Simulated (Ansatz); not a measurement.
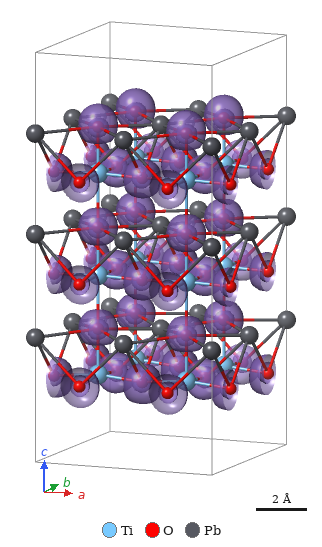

TiPbO₃ (slab). Isosurface of the electron localisation function at 0.75 (purple), seen slightly off an axis. Core shells and regions of very low density are left out. Sticks mark near contacts.

All numbers below come from DFT PBE, spin-orbit coupling, plane waves, PAW in Ansatz 0.2.0.

Core electrons are frozen (PAW), and the valence fields are smoothed inside the atomic spheres.

```
CELL_PARAMETERS angstrom
3.83936 0.00000 0.00000
0.00000 3.83936 0.00000
0.00000 0.00000 27.59681
ATOMIC_POSITIONS crystal
Ti 0.50000 0.50000 0.31722
O 0.50000 0.00000 0.31065
O 0.00000 0.50000 0.31065
Pb 0.00000 0.00000 0.37820
O 0.50000 0.50000 0.38457
Ti 0.50000 0.50000 0.46344
O 0.50000 0.00000 0.46097
O 0.00000 0.50000 0.46097
Pb 0.00000 0.00000 0.53054
O 0.50000 0.50000 0.53378
Ti 0.50000 0.50000 0.61391
O 0.50000 0.00000 0.61152
O 0.00000 0.50000 0.61152
Pb 0.00000 0.00000 0.67886
O 0.50000 0.50000 0.68225
```

**Identify the bonds, lone pairs and shells in this picture.**

The ELF exceeds this value in nine regions wrapped around O (the valence shell of each), counted in one cell of 15 atoms. Counts are for one cell; the picture repeats the cell along the surface. Along the contacts the grid gives the following. Ti–O (1.86 Å): the ELF peaks at about 0.80 in the valence shell of O, 0.6 Å from its nucleus, and is about 0.25 at the midpoint; no shared electron pair shows on this line. Pb–O (2.67 Å): the ELF is about 0.15 at the midpoint: no shared electron pair shows on this line.
